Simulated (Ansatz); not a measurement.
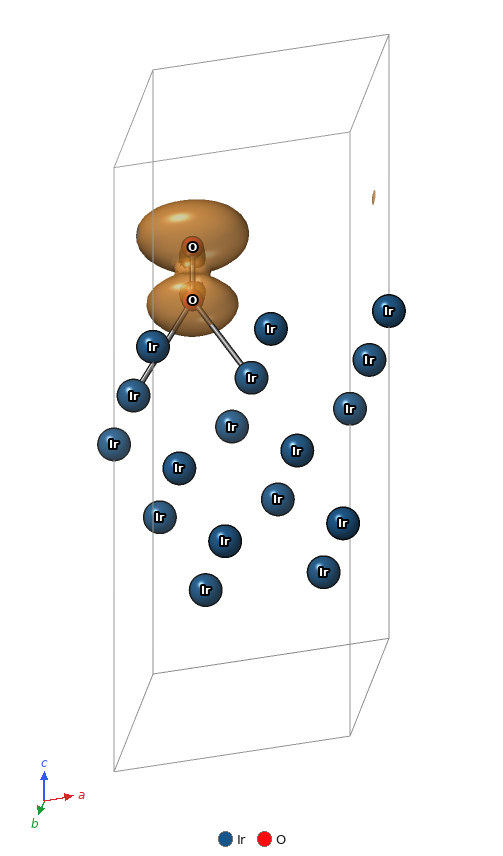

Figure. Ir₆O (slab). Isosurface of the electron localisation function at 0.6 (orange), seen at an oblique angle. Core shells and regions of very low density are left out. Sticks mark near contacts.

Not relaxed (largest force 1.4 eV/Å).

Computed with Kohn-Sham DFT of a periodic cell, PBE, Ansatz PAW in Ansatz 0.2.0.

Core electrons are frozen (PAW), and the valence fields are smoothed inside the atomic spheres.

```xyz
14
Lattice="5.4297 0.0000 0.0000 -2.7149 4.7023 0.0000 0.0000 0.0000 23.6683" Properties=species:S:1:pos:R:3 pbc="T T T"
Ir    1.3574    0.7837    8.0001
Ir    0.0000    3.1349    8.0001
Ir    4.0723    0.7837    8.0001
Ir    2.7148    3.1349    8.0001
Ir    2.7149    1.5674   10.2166
Ir    1.3575    3.9186   10.2166
Ir    0.0000    1.5674   10.2166
Ir   -1.3574    3.9186   10.2166
Ir   -1.3574    2.3511   12.4334
Ir    0.0000    0.0000   12.4334
Ir    1.3574    2.3511   12.4334
Ir    2.7149    0.0000   12.4334
O     0.0000    2.3511   14.4533
O     0.0000    2.3511   15.6883
```

Q: What do the ELF domains correspond to?

A: The surface consists of one region between bonded O–O atoms, counted in one cell of 14 atoms. Counts are for one cell; the picture repeats the cell along the surface.

Values along the shortest contacts:
O–O (1.24 Å): the ELF peaks at about 0.75 between the atoms. Ir–O (2.43 Å): the ELF is about 0.15 at the midpoint (no shared electron pair shows on this line).

Q: Metal or insulator at this level of theory?

A: It is metallic or semimetallic at this level of theory: no gap opens.
